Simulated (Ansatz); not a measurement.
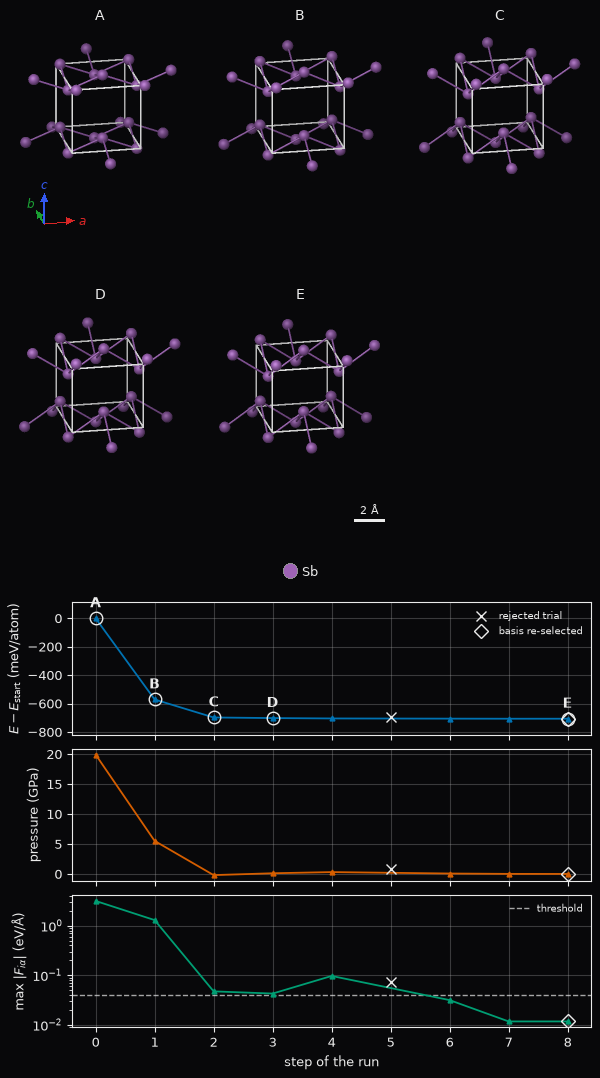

Frames of a relaxation of crystalline Sb (a generated structure, set up in Cmme) (coarse preliminary run), marked on the history of the run. The picture is a ball-and-stick view of the conventional cell (2 times the calculation's cell), seen from a free direction. Lengths and directions refer to the drawn axes.

Method: Ansatz 0.2.0, DFT PBE, scalar-relativistic, plane waves, PAW.

The input:
```yaml
crystal:
  lattice:
    - [2.39159023, -2.74039822, 0.0]
    - [2.39159023, 2.74039822, 0.0]
    - [0.0, 0.0, 4.5594594]
  atoms:
    - { symbol: Sb, position: [0.75, 0.25, 0.89798571] }
    - { symbol: Sb, position: [0.25, 0.75, 0.10201429] }
basis:
  ecutwfc: 420
kpoints:
  mp_grid: { grid: [6, 6, 4] }
hamiltonian:
  xc: pbe
scf:
  occupations: { method: gaussian, width: 0.1 }
  lower_state_search: "off"
output:
  forces: true
  stress: true
  eigenvalues: true
relax:
  adjacent_minimum: "off"
  f_tol: 0.04
  max_steps: 70
  cell: { stress_tol: 0.4 }
```

Run as
```bash
ansatz run input.yaml --threads 1 --pin off --max-ram 2560MiB --backend cpu --events-out ev --progress --plain --runs-dir out
```

### What happens along the run?

The largest moves relative to the cell, 0.40 Å, are those of Sb1 and Sb2. Sb1 goes along −c. The drawn cell changes as follows: a 4.783 → 4.943 Å (+3.3 %), b 5.481 → 5.401 Å (−1.5 %), c 4.559 → 4.435 Å (−2.7 %); the volume changes by −1.0 %. Near-neighbour distances that change, for instance: Sb1–Sb2 2.566 → 3.005 Å, Sb1–Sb2 (another image) 2.894 → 3.196 Å. Among the angles between lasting bonds that change: Sb2–Sb1–Sb2 142.5° → 115.3°, Sb2–Sb1–Sb2 137.5° → 110.6°, Sb2–Sb1–Sb2 83.3° → 72.3°. The space group stays Cmme (No. 67). After 6 accepted moves (8 points after the start) the energy has fallen by 706 meV per atom. The largest force component goes from 3.2 to 0.012 eV/Å. Pressure: 19.93 GPa at the start and 0.02 GPa at the end. The line search rejected the trial step at point 5 of the run. The SCF was repeated once at an unchanged geometry on a basis and grid sized afresh for the cell, which shifted the energy by 0.1 meV per atom at most. From step 0 to 1: Sb atoms move most (0.15 Å), volume +7.0 %, energy −571 meV per atom. From step 1 to 2: Sb atoms move most (0.20 Å), volume −1.7 %, energy −126 meV per atom. From step 2 to 3: Sb atoms move most (0.02 Å), volume −2.1 %, energy −4.2 meV per atom. From step 3 to 8: Sb atoms move most (0.05 Å), volume −3.7 %, energy −4.5 meV per atom.

```csv
step,"E − E(0), meV/atom","largest force component, eV/Å","pressure, GPa","volume, Å³/atom",note
0,0.00,3.1714,19.93,29.882,
1,-570.79,1.3020,5.53,31.970,
2,-697.22,0.0475,-0.17,31.412,
3,-701.47,0.0428,0.13,30.740,
4,-704.10,0.0971,0.33,30.089,
5,-697.15,0.0727,0.92,28.515,rejected
6,-705.45,0.0316,0.09,29.807,
7,-706.03,0.0117,0.03,29.595,
8,-705.95,0.0117,0.02,29.595,"same geometry, new basis"
```
